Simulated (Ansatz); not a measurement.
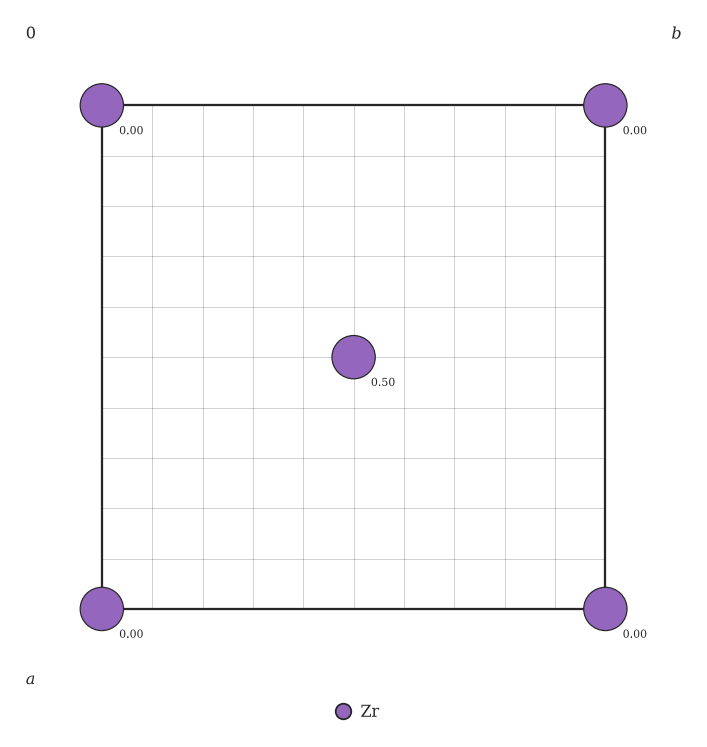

Plan of a unit cell projected along c (a down the page, b across); the numbers are heights as fractions of c, and atoms on the cell's edges are repeated. The grid marks tenths of a and b. Source: the input geometry of an electronic-structure calculation (not necessarily at equilibrium); the starting structure was generated, so it need not be a known form of this composition. The drawing is computed from the coordinates (standard cell, symmetry found to 0.002 Å).

a = 3.583 Å, b = 3.583 Å, c = 3.583 Å, α = 90.00°, β = 90.00°, γ = 90.00°.

Question: What does the cell contain?

Answer: 2 Zr: Zr, Z = 2.

Question: Which space group?

Answer: Im-3m (No. 229), body-centred cubic.

Question: Give the independent sites, coordinates to two places.

Answer:
```tsv
atom	site	symmetry	x	y	z
Zr	2a	m-3m	0.00	0.00	0.00
```
